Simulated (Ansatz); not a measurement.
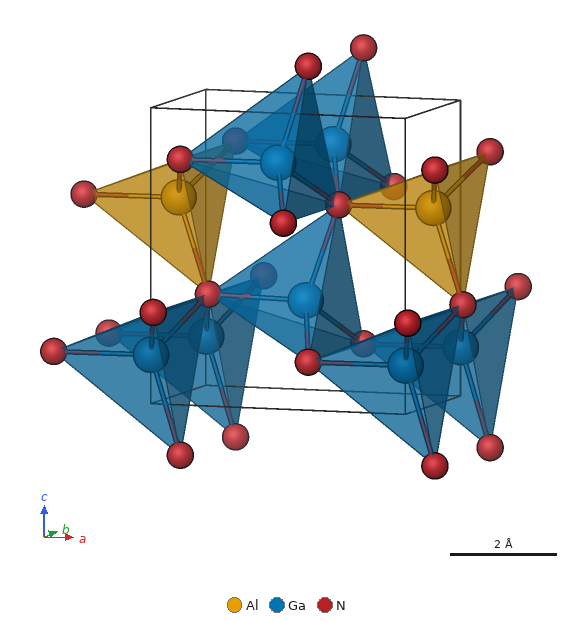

The structure (polyhedral view of the cell of the calculation, seen slightly off an axis; polyhedra are completed across the faces of the cell). An atom can appear more than once, as a periodic image.

## Single-point calculation, with input and output: AlGa3N4

System: AlGa3N4 (Pm, 8 atoms in the cell).
Method: DFT PBEsol, scalar-relativistic, plane waves, PAW, no spin polarisation (Ansatz 0.2.0).

The structure derives from a Materials Project entry. It belongs to a series of runs on one base structure; here: band edges sought over the zone.

**Input file**
```yaml
crystal:
  lattice:
    - [5.1140116193, 0.0, -0.0001185489]
    - [0.0, 3.1374879584, 0.0]
    - [-0.0035636274, 0.0, 5.6428490456]
  atoms:
    - { symbol: Al, position: [0.0016811057, 0.5, 0.6665582191] }
    - { symbol: Ga, position: [0.500515989, 0.5, 0.3358741638] }
    - { symbol: Ga, position: [0.5004578996, 0.0, 0.8327621252] }
    - { symbol: Ga, position: [1.001318417, 0.0, 0.1651522836] }
    - { symbol: "N", position: [0.1182464734, 0.5, 0.3434463864] }
    - { symbol: "N", position: [0.1164191298, 0.0, 0.8298951936] }
    - { symbol: "N", position: [0.6192896513, 0.0, 0.1626384397] }
    - { symbol: "N", position: [0.6296713445, 0.5, 0.6636741886] }
basis:
  ecutwfc: 420
kpoints:
  mp_grid: { grid: [6, 8, 6] }
  band_path: { path: [VBM, CBM], npoints: 2 }
hamiltonian:
  xc: pbesol
scf:
  occupations: { method: gaussian, width: 0.02 }
output:
  forces: true
  stress: true
  eigenvalues: true
checkpoint:
  read: start.run
  write: ck
  compress: false
  write_wavefunctions: false
  write_every: 100000
```

Hardware: 2 threads of Intel Xeon @ 2.50GHz (Skylake/Cascade Lake), 192 GiB of memory available, shared host.

Launched with:
```bash
ansatz run input.yaml --threads 2 --pin off --max-ram 5120MiB --backend cpu --events-out ev --progress --plain --runs-dir out
```

**What the program printed**
```
Engine: ansatz 0.2.0, x86_64-unknown-linux-gnu
Pseudopotentials: kind: paw
Pseudopotential: Al, paw, valence charge 3, recommended cutoff 420 eV (normal), Al.paw.azcp
Pseudopotential: Ga, paw, valence charge 13, recommended cutoff 420 eV (normal), Ga.paw.azcp
Pseudopotential: N, paw, valence charge 5, recommended cutoff 420 eV (normal), N.paw.azcp
Functional definition: PBEsol
  exchange = pbesol_x
  correlation = pbesol_c
Crystal: 8 atoms, lattice volume = 90.540 Å³
Basis set: ecut = 420 eV, 1769 PW (Γ), exchange–correlation on 72×48×80 points (8 copies of the dense FFT grid, shifted against one another)
Bands: 39, of which v1, the nominal top of the filled ones, is band 31 counted from 1 (30 counted from 0)
Symmetry: 2 space group operations
Space group: Pm (ITA 6), of the structure as read, at distance tolerance 4.5e-5 Å
k-points: 100 of 288 (time reversal used)
Non-local potential: Al, projectors of the file, l = 0: 2, l = 1: 2, l = 2: 1
Non-local potential: Ga, projectors of the file, l = 0: 2, l = 1: 2, l = 2: 3, l = 3: 1
Non-local potential: N, projectors of the file, l = 0: 2, l = 1: 2, l = 2: 1
PAW form: soft (Blöchl's): semilocal exchange-correlation on the pseudo side does not see the compensation charge
PAW frozen core: Al, regenerated for the run's functional, and the local potential with it (the file was generated under x = pbe(κ = 0.804, μ = 0.2195149727645171), c = pbe(β = 0.06672455060314922))
PAW frozen core: Ga, regenerated for the run's functional, and the local potential with it (the file was generated under x = pbe(κ = 0.804, μ = 0.2195149727645171), c = pbe(β = 0.06672455060314922))
PAW frozen core: N, regenerated for the run's functional, and the local potential with it (the file was generated under x = pbe(κ = 0.804, μ = 0.2195149727645171), c = pbe(β = 0.06672455060314922))
PAW one-centre angular grid: Al, 110 points (default); XC on 64 Gauss nodes
PAW one-centre angular grid: Ga, 590 points (default); XC on 64 Gauss nodes
PAW one-centre angular grid: N, 110 points (default); XC on 64 Gauss nodes
Initial density: read from a saved state, or passed on in memory by an earlier SCF of this step, an earlier step, the calling program or the single point that the run made first
Stability of the state it starts from, as read at its close in the unpolarized treatment: not read negative (Ritz values of 1 − χ₀K, real part plus size of imaginary part, from 1.0 to 1.3, by its mixing steps under the symmetry group of the SCF that read it)
Initial wavefunctions: pseudopotential atomic-orbital guess
Functional: x = pbesol(κ = 0.804, μ = 0.12345679012345678), c = pbesol(β = 0.046)
iter 1 solved again at ethr=3.56e-8 eV; its pass at ethr=3.10e-3 eV (dr2=2.21e-5 eV) is discarded
SCF iter   1: F=—  HF=-13274.395690 eV  |F-HF|=—  |Δ(HF+E_count)|=         —  Δρ=2.70e-7  dr2=5.97e-11  ethr=3.56e-8  ⟨swp⟩=3.0  Hψ=26790  notcnv=0
eigensolver tolerance schedule: the retry pair's looser diagonalisation over-reported the residual by 369419.18 of it (diagonalisation noise at an unbounded share of the residual, at the tolerance the schedule requests for it); recorded, not acted on — ethr = c·dr2/N_el stays at c = 1.0e-1
preconditioner: auto → Resta (q_TF=auto, 2.561 Å⁻¹)  ε∞=4.7  [insulator: Δε(μ)=2.169 eV  Ē_g=16.019 eV  σ=0.020 eV  W_gap=1.00  n_scr=26 (ndim 8)  ℏωp=30.7 eV  f_vac=0.000  D(μ)=0.00/eV (n_scr^D=0)  ε∞_Penn≈4.7]
SCF iter   2: F=-13274.395690 eV  HF=-13274.395690 eV  |F-HF|=4.37e-11  |Δ(HF+E_count)|=  9.35e-10  Δρ=2.52e-7  dr2=5.01e-11  ethr=1.00e-12  ⟨swp⟩=6.2  Hψ=13187  notcnv=0
SCF 1 converged in 2 iterations: F = -13274.395690 eV  dr2 = 5.01e-11
  greatest PAW one-centre occupation: 0.995 electrons in one spin orbital (limit 2), on the Ga atom at site 1 (counted from 0), in its partial waves of l = 2
NSCF: frozen V_eff on 80 k-points
NSCF: frozen V_eff on 80 k-points
NSCF: frozen V_eff on 80 k-points
NSCF: frozen V_eff on 80 k-points
NSCF: frozen V_eff on 4 k-points
NSCF: frozen V_eff on 8 k-points
NSCF: frozen V_eff on 7 k-points
NSCF: frozen V_eff on 7 k-points
NSCF: frozen V_eff on 7 k-points
NSCF: frozen V_eff on 7 k-points
NSCF: frozen V_eff on 3 k-points
SCF converged after 2 iterations
Free energy (F): -13274.395690 eV
Harris-Foulkes:  -13274.395690 eV  (|F-HF|=4.37e-11)
Internal energy: -13274.395690 eV  (E = F + TS)
E sigma→0 (E₀):  -13274.395690 eV
Fermi energy:    9.976867 eV
--- Per-component energies (eV) ---
  E_band       = -30.072217
  E_kinetic    = 896.278607
  E_local      = -6653.413912  (includes V_loc(G=0)·N_el)
  E_nonlocal   = 1482.109919
  E_hartree    = 3044.122428
  E_xc         = -482.780695
  E_vxc        = -507.810421  (∫ρ·V_xc dr)
  E_paw        = -6806.014516  (= ΣΔE_a)
  E_vpaw       = -1335.481357  (= ΣTr[D̂ρ^β])
  E_aug_tail   = 0.000182  (compensation charges beyond the density's cutoff)
  E_ewald      = -4757.418171
  E_core_change = 2.720468  (= ΣΔE_core)
  E_smearing   = -0.000000  (= −TS)
  E_closure    = 0.000000  (closes the sum)
  Σ components = -13274.395690   (vs F -13274.395690, Δ=0.00e0)
--- Forces (eV/Å), atoms counted from 1 ---
  atom   1  Al    -0.00000817     0.00000000    -0.00040704
  atom   2  Ga    -0.00033765     0.00000000     0.00011738
  atom   3  Ga     0.00023335     0.00000000    -0.00020852
  atom   4  Ga     0.00011882     0.00000000     0.00059405
  atom   5  N     -0.00035402    -0.00000000    -0.00031426
  atom   6  N      0.00012327    -0.00000000     0.00030479
  atom   7  N      0.00014426     0.00000000    -0.00091375
  atom   8  N      0.00007001     0.00000000     0.00082436
  max |Σ_I F_I| component: 1.01e-5 eV/Å
--- Stress (GPa, compression-positive) ---
        0.000931       0.000000       0.042561
        0.000000       0.000019       0.000000
        0.042581       0.000000      -8.753729
  P = ⅓ Tr σ = -2.9176 GPa (-29.176 kbar)
--- Band table (eV; the first three rows and the last of 100) ---
  k-point 0: bands = ["-6.8881", "-6.0209", "-5.8195", "-5.5713", "-4.5062", "-4.4948", "-4.4854", "-4.4309", "-4.3927", "-4.3515", "-4.3460", "-4.3073", "-4.2612", "-4.2132", "-4.2080", "-4.1661", "-3.3667", "-3.1425", "-2.6813", "2.0209", "2.5287", "3.7599", "4.7508", "6.4406", "6.6030", "7.5436", "7.8280", "8.1363", "8.6239", "8.7941", "8.8925", "11.0613", "13.1435", "14.2241", "14.7941", "15.2629", "17.6178", "18.3445", "18.5024"]
  k-point 1: bands = ["-6.8208", "-6.0445", "-5.8275", "-5.5794", "-4.5058", "-4.4798", "-4.4792", "-4.4263", "-4.3903", "-4.3526", "-4.3489", "-4.3067", "-4.2645", "-4.2183", "-4.2175", "-4.1685", "-3.6288", "-3.0723", "-2.6036", "2.1227", "2.7224", "3.9705", "4.5171", "6.5193", "6.9402", "7.0633", "7.7340", "8.0672", "8.1569", "8.7317", "8.8492", "11.5893", "13.5731", "14.2494", "14.8729", "15.3349", "17.4599", "18.0114", "18.2803"]
  k-point 2: bands = ["-6.6377", "-6.1526", "-5.8348", "-5.5948", "-4.5023", "-4.4686", "-4.4304", "-4.4100", "-4.3889", "-4.3579", "-4.3488", "-4.3040", "-4.2738", "-4.2389", "-4.2297", "-4.1718", "-4.0017", "-2.9722", "-2.5850", "2.4047", "3.1280", "3.9775", "4.8808", "5.9818", "6.7395", "7.0301", "7.4574", "7.5706", "8.2592", "8.5190", "8.7292", "12.5336", "14.0430", "14.4903", "15.0605", "15.7504", "16.8500", "17.5609", "17.7395"]
  k-point 99: bands = ["-5.9633", "-5.8011", "-5.7218", "-5.3251", "-4.4818", "-4.4586", "-4.3879", "-4.3743", "-4.3460", "-4.3340", "-4.3029", "-4.2653", "-4.2397", "-4.1754", "-4.1677", "-3.3911", "-2.9319", "-2.8400", "-2.7375", "2.2286", "2.3495", "2.3958", "3.1032", "6.7038", "6.8123", "6.8362", "6.8566", "6.9210", "7.1460", "7.2494", "7.2832", "13.0400", "13.1569", "13.1855", "13.5998", "15.8850", "16.4655", "16.6659", "17.6320"]
```

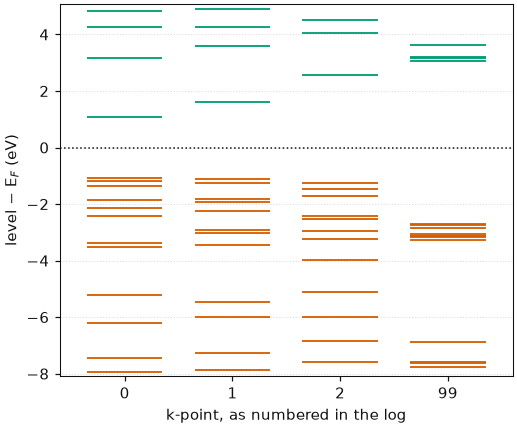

Kohn–Sham levels near the Fermi level (dotted) at the few k-points that the log prints; levels within 0.02 eV of each other stand side by side. Among these points the highest filled and lowest empty levels are 2.17 eV apart, which is the gap on the mesh.

**Key numbers**

```json
{"quantity": "outcome", "value": "converged"}
{"quantity": "space group (tolerance 0.01 Å)", "value": "Pm (6)"}
{"quantity": "electrons treated", "value": "62"}
{"quantity": "free energy", "value": "−13274.3957 eV"}
{"quantity": "Fermi energy", "value": "9.977 eV"}
{"quantity": "gap on the k-point mesh", "value": "2.17 eV"}
{"quantity": "gap on the band path", "value": "2.17 eV"}
{"quantity": "pressure", "value": "−2.92 GPa"}
{"quantity": "largest force (length of the vector)", "value": "0.001 eV/Å"}
{"quantity": "wall time", "value": "47 s (CPU time 92 s)"}
{"quantity": "peak memory", "value": "0.58 GiB"}
```
